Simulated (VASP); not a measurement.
**Run report: SnSe, geometry relaxation (part 3 of 4)**

Continued. System: SnSe (8 atoms in the cell). Method: Kohn-Sham DFT of a periodic cell, PBE with D3(BJ), VASP PAW PBE potentials, recommended, no spin polarisation (VASP 6.6.1); cutoff 600 eV, 4×8×8 k-mesh, Gaussian smearing of 0.03 eV. The structure derives from an entry of the Crystallography Open Database.

Geometry of the input (Å; fractional positions):
```
11.4200  0.0000  0.0000
0.0000  4.1900  0.0000
0.0000  0.0000  4.4600
Sn 0.1230  0.2500  0.0910
Sn 0.3770  0.7500  0.5910
Sn 0.6230  0.2500  0.4090
Sn 0.8770  0.7500  0.9090
Se 0.3570  0.2500  0.0160
Se 0.1430  0.7500  0.5160
Se 0.8570  0.2500  0.4840
Se 0.6430  0.7500  0.9840
```

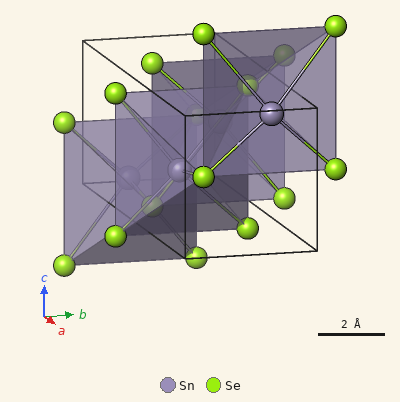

Fig. 1: The starting structure (polyhedral view of the cell of the calculation, seen slightly off an axis; polyhedra are completed across the faces of the cell). An atom can appear more than once, as a periodic image.

### Parts of OUTCAR, continued
```
 -----------------------------------------------------------------------------------
      1.41086      1.04317      0.40386        -0.086186     -0.000000     -0.021629
      4.38377      3.12951      2.62142         0.086186     -0.000000     -0.021629
      7.20549      1.04317      1.81371        -0.086186      0.000000      0.021629
     10.17841      3.12951      4.03128         0.086186      0.000000      0.021629
      4.14897      1.04317      0.07036        -0.007874      0.000000      0.043492
      1.64566      3.12951      2.28793         0.007874      0.000000      0.043492
      9.94360      1.04317      2.14720        -0.007874     -0.000000     -0.043492
      7.44030      3.12951      4.36477         0.007874     -0.000000     -0.043492
 -----------------------------------------------------------------------------------
    total drift:                                0.000000     -0.000000     -0.000000

  FREE ENERGIE OF THE ION-ELECTRON SYSTEM (eV)
  ---------------------------------------------------
  free  energy   TOTEN  =       -35.7136809393 eV

  energy  without entropy=      -35.7136809393  energy(sigma->0) =      -35.71368094

[... ionic steps 4 to 15 ...]

--------------------------------------- Ionic step       16  -------------------------------------------

 number of electron      79.9999992 magnetization

------------------------ aborting loop because EDIFF is reached ----------------------------------------

 Edisp (eV)   -2.94890

 E8    (eV) :    -1.3302

  FORCE on cell =-STRESS in cart. coord.  units (eV):
  Direction    XX          YY          ZZ          XY          YZ          ZX
  --------------------------------------------------------------------------------------
  -------------------------------------------------------------------------------------
  Total       0.02882    -0.05685     0.00344     0.00000    -0.00000     0.00000
  in kB       0.22003    -0.43401     0.02624     0.00000    -0.00000     0.00000
  external pressure =       -0.06 kB  Pullay stress =        0.00 kB

 VOLUME and BASIS-vectors are now :
 -----------------------------------------------------------------------------
  energy-cutoff  :      600.00
  volume of cell :      209.88
      direct lattice vectors                 reciprocal lattice vectors
    11.494683297  0.000000000  0.000000000     0.086996742  0.000000000  0.000000000
     0.000000000  4.178953621 -0.000000000     0.000000000  0.239294352  0.000000000
     0.000000000 -0.000000000  4.369197369     0.000000000  0.000000000  0.228874989

 POSITION                                       TOTAL-FORCE (eV/Angst)
 -----------------------------------------------------------------------------------
      1.36140      1.04474      0.38946        -0.009944     -0.000000      0.004617
      4.38594      3.13422      2.57406         0.009944     -0.000000      0.004617
      7.10874      1.04474      1.79513        -0.009944      0.000000     -0.004617
     10.13328      3.13422      3.97973         0.009944      0.000000     -0.004617
      4.10766      1.04474      0.08905         0.002452     -0.000000      0.003409
      1.63968      3.13422      2.27365        -0.002452     -0.000000      0.003409
      9.85500      1.04474      2.09555         0.002452      0.000000     -0.003409
      7.38703      3.13422      4.28015        -0.002452      0.000000     -0.003409
 -----------------------------------------------------------------------------------
    total drift:                                0.000000     -0.000000     -0.000000

  FREE ENERGIE OF THE ION-ELECTRON SYSTEM (eV)
  ---------------------------------------------------
  free  energy   TOTEN  =       -35.7313833199 eV

  energy  without entropy=      -35.7313833199  energy(sigma->0) =      -35.73138332

--------------------------------------- Ionic step       17  -------------------------------------------

 number of electron      79.9999992 magnetization

------------------------ aborting loop because EDIFF is reached ----------------------------------------

 Edisp (eV)   -2.94890

 E8    (eV) :    -1.3302

  FORCE on cell =-STRESS in cart. coord.  units (eV):
  Direction    XX          YY          ZZ          XY          YZ          ZX
  --------------------------------------------------------------------------------------
  -------------------------------------------------------------------------------------
  Total       0.02183    -0.05413     0.00847     0.00000    -0.00000     0.00000
  in kB       0.16668    -0.41320     0.06466     0.00000    -0.00000     0.00000
  external pressure =       -0.06 kB  Pullay stress =        0.00 kB

 VOLUME and BASIS-vectors are now :
 -----------------------------------------------------------------------------
  energy-cutoff  :      600.00
  volume of cell :      209.88
      direct lattice vectors                 reciprocal lattice vectors
    11.494611983  0.000000000  0.000000000     0.086997282  0.000000000  0.000000000
     0.000000000  4.178964386 -0.000000000     0.000000000  0.239293736  0.000000000
     0.000000000 -0.000000000  4.369225353     0.000000000  0.000000000  0.228873523

 POSITION                                       TOTAL-FORCE (eV/Angst)
 -----------------------------------------------------------------------------------
      1.36138      1.04474      0.38947        -0.009239     -0.000000      0.004290
      4.38592      3.13422      2.57408         0.009239     -0.000000      0.004290
      7.10869      1.04474      1.79514        -0.009239      0.000000     -0.004290
     10.13323      3.13422      3.97976         0.009239      0.000000     -0.004290
      4.10761      1.04474      0.08906         0.002571     -0.000000      0.003312
      1.63969      3.13422      2.27368        -0.002571     -0.000000      0.003312
      9.85492      1.04474      2.09555         0.002571      0.000000     -0.003312
      7.38700      3.13422      4.28016        -0.002571      0.000000     -0.003312
 -----------------------------------------------------------------------------------
    total drift:                                0.000000      0.000000     -0.000000

  FREE ENERGIE OF THE ION-ELECTRON SYSTEM (eV)
  ---------------------------------------------------
  free  energy   TOTEN  =       -35.7313834522 eV

  energy  without entropy=      -35.7313834522  energy(sigma->0) =      -35.73138345

--------------------------------------- Ionic step       18  -------------------------------------------

 number of electron      79.9999990 magnetization

 Free energy of the ion-electron system (eV)
  ---------------------------------------------------
  ext. energy  EPLUGINS =         0.00000000
  ---------------------------------------------------
  free energy    TOTEN  =       -32.78205655 eV

  energy without entropy =      -32.78205655  energy(sigma->0) =      -32.78205655

 E-fermi :   5.8380     XC(G=0):  -9.7976     alpha+bet :-10.9822

 val. band max:        5.6631496590   @ k =   0.0000   0.0000   0.3750
 cond. band min:       6.1881017872   @ k =   0.0000   0.0000   0.0000
 fundamental gap:      0.5249521282
 Fermi energy:         5.8380237367

 k-point     1 :       0.0000    0.0000    0.0000
  band No.  band energies     occupation
      1     -15.7329      2.00000
      2     -15.7228      2.00000
      3     -15.7193      2.00000
      4     -15.7179      2.00000
      5     -15.7159      2.00000
      6     -15.7122      2.00000
      7     -15.7088      2.00000
      8     -15.7082      2.00000
      9     -15.7032      2.00000
     10     -15.7026      2.00000
     11     -15.7016      2.00000
     12     -15.6989      2.00000
     13     -15.6885      2.00000
     14     -15.6825      2.00000
     15     -15.6719      2.00000
     16     -15.6641      2.00000
     17     -15.6622      2.00000
     18     -15.6557      2.00000
     19     -15.6465      2.00000
     20     -15.6376      2.00000
     21      -8.1782      2.00000
     22      -7.8125      2.00000
     23      -7.1555      2.00000
     24      -6.6356      2.00000
     25      -1.5261      2.00000
     26      -0.3496      2.00000
     27       0.0382      2.00000
     28       0.6244      2.00000
     29       0.7864      2.00000
     30       2.2153      2.00000
     31       2.2173      2.00000
     32       2.3921      2.00000
     33       2.7472      2.00000
     34       2.8247      2.00000
     35       3.2882      2.00000
     36       3.7946      2.00000
     37       4.0214      2.00000
     38       4.3183      2.00000
     39       4.9344      2.00000
     40       5.0754      2.00000
     41       6.1881      0.00000
     42       8.6611      0.00000
     43       8.8153      0.00000
     44       8.8297      0.00000
     45       9.0365      0.00000
     46       9.1354      0.00000
     47      10.0155      0.00000
     48      10.1994      0.00000

 k-point     2 :       0.2500    0.0000    0.0000
  band No.  band energies     occupation
      1     -15.7314      2.00000
      2     -15.7231      2.00000
      3     -15.7211      2.00000
      4     -15.7186      2.00000
      5     -15.7155      2.00000
      6     -15.7131      2.00000
      7     -15.7079      2.00000
      8     -15.7074      2.00000
      9     -15.7034      2.00000
     10     -15.7017      2.00000
     11     -15.7013      2.00000
     12     -15.7002      2.00000
     13     -15.6878      2.00000
     14     -15.6835      2.00000
     15     -15.6709      2.00000
     16     -15.6660      2.00000
     17     -15.6604      2.00000
     18     -15.6564      2.00000
     19     -15.6451      2.00000
     20     -15.6388      2.00000
     21      -8.1407      2.00000
     22      -7.8942      2.00000
     23      -7.0515      2.00000
     24      -6.6959      2.00000
     25      -1.4454      2.00000
     26      -0.7811      2.00000
     27       0.4475      2.00000
     28       0.6161      2.00000
     29       0.9638      2.00000
     30       2.1571      2.00000
     31       2.2667      2.00000
     32       2.3251      2.00000
     33       2.6109      2.00000
     34       2.9325      2.00000
     35       3.4532      2.00000
     36       3.6932      2.00000
     37       3.7352      2.00000
     38       3.9409      2.00000
     39       4.9890      2.00000
     40       5.0801      2.00000
     41       6.9877      0.00000
     42       8.4519      0.00000
     43       8.5716      0.00000
     44       8.9461      0.00000
     45       9.2119      0.00000
     46       9.3201      0.00000
     47       9.8115      0.00000
     48       9.9864      0.00000

 k-point     3 :       0.5000    0.0000    0.0000
  band No.  band energies     occupation
      1     -15.7274      2.00000
      2     -15.7274      2.00000
      3     -15.7202      2.00000
      4     -15.7202      2.00000
      5     -15.7145      2.00000
      6     -15.7145      2.00000
      7     -15.7066      2.00000
      8     -15.7066      2.00000
      9     -15.7027      2.00000
     10     -15.7027      2.00000
     11     -15.7010      2.00000
     12     -15.7010      2.00000
     13     -15.6857      2.00000
     14     -15.6857      2.00000
     15     -15.6686      2.00000
     16     -15.6686      2.00000
     17     -15.6581      2.00000
     18     -15.6581      2.00000
     19     -15.6417      2.00000
     20     -15.6417      2.00000
     21      -8.0356      2.00000
     22      -8.0356      2.00000
     23      -6.8559      2.00000
     24      -6.8559      2.00000
     25      -1.1983      2.00000
     26      -1.1983      2.00000
     27       0.5882      2.00000
     28       0.5882      2.00000
     29       1.6102      2.00000
     30       1.6102      2.00000
     31       2.4080      2.00000
     32       2.4080      2.00000
     33       2.6731      2.00000
     34       2.6731      2.00000
     35       3.4928      2.00000
     36       3.4928      2.00000
     37       3.7266      2.00000
     38       3.7266      2.00000
     39       5.0563      2.00000
     40       5.0563      2.00000
     41       8.2143      0.00000
     42       8.2143      0.00000
     43       8.4558      0.00000
     44       8.4558      0.00000
     45       9.4404      0.00000
     46       9.4404      0.00000
     47       9.6440      0.00000
     48       9.6440      0.00000

 k-point     4 :       0.0000    0.1250    0.0000
  band No.  band energies     occupation
      1     -15.7291      2.00000
      2     -15.7211      2.00000
      3     -15.7171      2.00000
      4     -15.7165      2.00000
      5     -15.7163      2.00000
      6     -15.7152      2.00000
      7     -15.7106      2.00000
      8     -15.7097      2.00000
      9     -15.7059      2.00000
     10     -15.7013      2.00000
     11     -15.7006      2.00000
     12     -15.6986      2.00000
     13     -15.6861      2.00000
     14     -15.6828      2.00000
     15     -15.6702      2.00000
     16     -15.6646      2.00000
     17     -15.6608      2.00000
     18     -15.6573      2.00000
     19     -15.6469      2.00000
     20     -15.6392      2.00000
     21      -8.0939      2.00000
     22      -7.7414      2.00000
     23      -7.1146      2.00000
     24      -6.6358      2.00000
     25      -1.6652      2.00000
     26      -0.6434      2.00000
     27      -0.0390      2.00000
     28       0.1452      2.00000
     29       0.7483      2.00000
     30       2.1648      2.00000
     31       2.4943      2.00000
     32       2.5528      2.00000
     33       2.7590      2.00000
     34       2.9225      2.00000
     35       3.5064      2.00000
     36       3.8518      2.00000
     37       4.0593      2.00000
     38       4.6139      2.00000
     39       4.9464      2.00000
     40       4.9928      2.00000
     41       6.3236      0.00000
     42       8.0072      0.00000
     43       8.6697      0.00000
     44       8.9330      0.00000
     45       9.0388      0.00000
     46       9.0824      0.00000
     47       9.5700      0.00000
     48       9.7793      0.00000

 k-point     5 :       0.2500    0.1250    0.0000
  band No.  band energies     occupation
      1     -15.7278      2.00000
      2     -15.7210      2.00000
      3     -15.7190      2.00000
      4     -15.7172      2.00000
      5     -15.7168      2.00000
      6     -15.7151      2.00000
      7     -15.7097      2.00000
      8     -15.7088      2.00000
      9     -15.7060      2.00000
     10     -15.7025      2.00000
     11     -15.6998      2.00000
     12     -15.6986      2.00000
     13     -15.6858      2.00000
     14     -15.6835      2.00000
     15     -15.6693      2.00000
     16     -15.6654      2.00000
     17     -15.6602      2.00000
     18     -15.6577      2.00000
     19     -15.6456      2.00000
     20     -15.6402      2.00000
     21      -8.0576      2.00000
     22      -7.8197      2.00000
     23      -7.0177      2.00000
     24      -6.6905      2.00000
     25      -1.5871      2.00000
     26      -0.9658      2.00000
     27       0.1580      2.00000
     28       0.1632      2.00000
     29       0.9974      2.00000
     30       2.2208      2.00000
     31       2.2478      2.00000
     32       2.6316      2.00000
     33       2.6715      2.00000
     34       3.0400      2.00000
     35       3.5237      2.00000
     36       3.7540      2.00000
     37       3.9904      2.00000
     38       4.1149      2.00000
     39       5.0058      2.00000
     40       5.0384      2.00000
     41       7.1106      0.00000
     42       8.1095      0.00000
     43       8.6189      0.00000
     44       8.7602      0.00000
     45       8.9982      0.00000
     46       9.0849      0.00000
     47       9.3166      0.00000
     48       9.8398      0.00000

 [... the levels of 18 k-points are left out ...]
```
